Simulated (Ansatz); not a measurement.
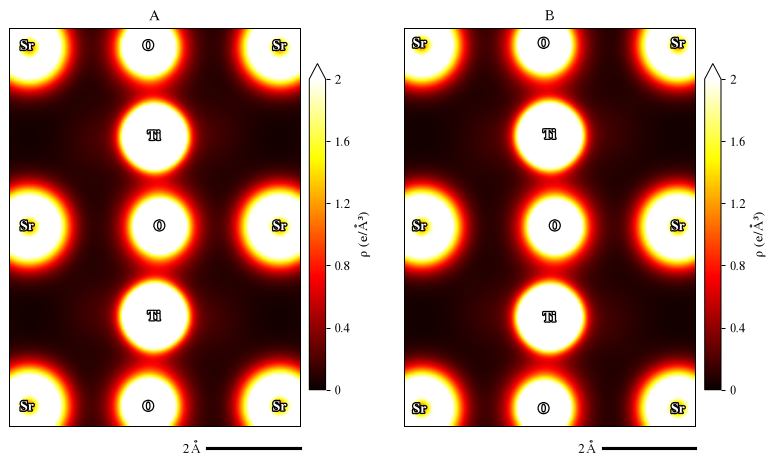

SrTiO3. The valence electron density of two cells that differ in size and shape, on the (110) plane of each (indices in the axes of the calculation cell), at one length scale and on one colour scale; one has 11.6 and the other 12.3 Å³ an atom.

Level of theory: DFT, PBE, plane-wave PAW, default files, scalar-relativistic, frozen cores in Ansatz.

In a PAW calculation such maps are meaningful between the atoms, not at the nuclei.

The larger cell:

```
CELL_PARAMETERS angstrom
-2.79176 2.79176 3.94930
2.79176 -2.79176 3.94930
2.79176 2.79176 -3.94930
ATOMIC_POSITIONS crystal
Sr 0.75000 0.25000 0.50000
Sr 0.25000 0.75000 0.50000
Ti 0.00000 0.00000 0.00000
Ti 0.50000 0.50000 0.00000
O 0.25000 0.25000 0.00000
O 0.75000 0.75000 0.00000
O 0.72832 0.22832 0.95665
O 0.22832 0.27168 0.50000
O 0.27168 0.77168 0.04335
O 0.77168 0.72832 0.50000
```

The smaller cell: a = 5.457 Å, b = 5.457 Å, c = 5.457 Å, α = 119.34°, β = 119.34°, γ = 91.14°.

Q: Which panel shows the smaller cell, and what does the compression change?

A: Panel A is the smaller cell, by 6 % in volume. From the larger cell to the smaller, Sr–O goes from 2.67 to 2.61 Å, and the density at its midpoint from 0.18 to 0.2 e/Å³; Ti–O goes from 1.98 to 1.96 Å, and the density at its midpoint from 0.66 to 0.7 e/Å³; the pressure goes from −1.8 to 9 GPa; the Kohn–Sham gap goes from 1.9 eV to 2.0 eV.
